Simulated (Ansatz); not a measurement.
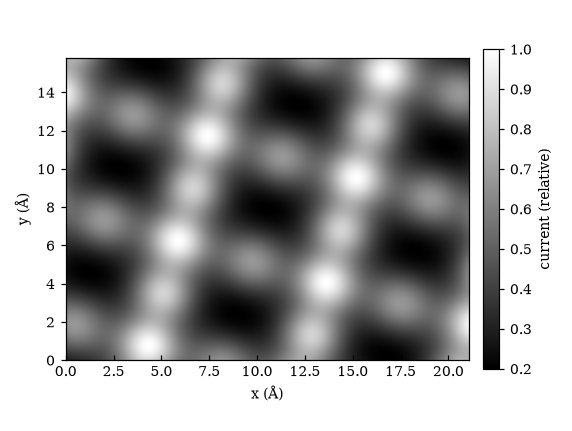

Simulated STM image (constant-height image 3.5 Å above the topmost atom, sample bias +0.25 V).

Images follow the Tersoff–Hamann model: the current is the local density of the sample's states between the Fermi level and the bias, at the tip's centre. Bias windows are sharp sums over the levels of the k mesh.

What is the lattice of this pattern?

The pattern repeats on a rectangular lattice with shortest vectors of 5.7 Å and 8.1 Å at 90°, a cell of 46.3 Å², with 2 maxima above 60 % of the range in each cell.

The surface:

Al(110) (Fm-3m bulk, 6 atomic planes (those closer than 0.6 Å count as one), 7 Å) with one Al vacancy in a 2 × 2 cell. The brightest spots lie over the top Al atoms away from the vacancy; the darkest points are over the sites above the Al atoms 2.5 Å below the top plane.

Theory: Ansatz, DFT LDA, scalar-relativistic, plane waves, PAW. Cutoff 420 eV, 10 × 8 k-points, Gaussian smearing 0.1 eV, dipole correction. The slab is a cut without reconstruction beyond its cell, at the source's lattice constants, with its lower half held fixed and the rest relaxed. The defects repeat every 5.7 Å and interact, so states at the Fermi level and the work function belong to this dense array. No spin polarisation. The run warns that the functional's potential is rough in the thin density of the vacuum, where the tip is; weak contrasts and barriers may feel it. On this mesh the free atoms still feel up to 0.09 eV/Å.
